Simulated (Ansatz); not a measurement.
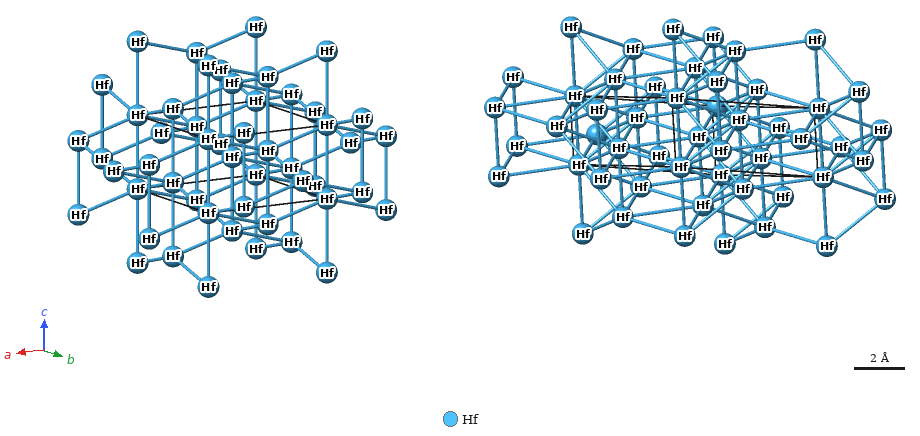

Two geometries of a crystal of Hf (a generated structure, set up in I4_1/amd), drawn at one scale. One is the start of a relaxation, the other its converged end. A ball-and-stick model of the conventional cell (2 times the calculation's cell), seen from a free direction. Lengths and directions refer to the drawn axes.

Level of theory: DFT, r2SCAN, plane waves (500 eV) with PAW, scalar-relativistic (Ansatz). Settings: plane-wave cutoff 500 eV; k-point mesh 12 × 12 × 8; occupations fermi dirac; smearing width 0.1 eV; no spin polarisation; cell and atoms relaxed; force threshold 0.01 eV/Å; at most 60 steps.

> Which geometry has the lower energy?

The right one is the relaxed one. Phase: beta-Sn type. The largest moves relative to the cell, 0.21 Å, are those of Hf atoms. The drawn cell changes as follows: a = b 5.563 → 6.120 Å (+10.0 %), c 3.037 → 3.030 Å (−0.2 %), α 90.0° → 75.7°, β 90.0° → 75.7°, γ 90.0° → 112.0°; the volume changes by +0.4 %. Near-neighbour distances that change, for instance: Hf–Hf 4.217 → 3.071 Å, Hf–Hf 3.595 → 3.026 Å, Hf–Hf 2.883 → 3.326 Å, Hf–Hf 2.883 → 3.025 Å. New bonds form: Hf–Hf (4.22 → 3.07 Å). Bond angles that change, for instance: Hf–Hf–Hf 94.0° → 112.8°, Hf–Hf–Hf 105.3° → 90.0°, Hf–Hf–Hf 74.7° → 90.0°. The space group (tolerance 0.01 Å) goes from I4_1/amd (No. 141) to Cmcm (No. 63). Over 15 accepted moves (18 points after the start) the energy falls by 492 meV per atom. Pressure: −2.34 GPa at the start and −0.01 GPa at the end. The line search rejected the trial step at point 1 of the run. The SCF was repeated twice at an unchanged geometry on a basis and grid sized afresh for the cell, which shifted the energy by 4.2 meV per atom at most.
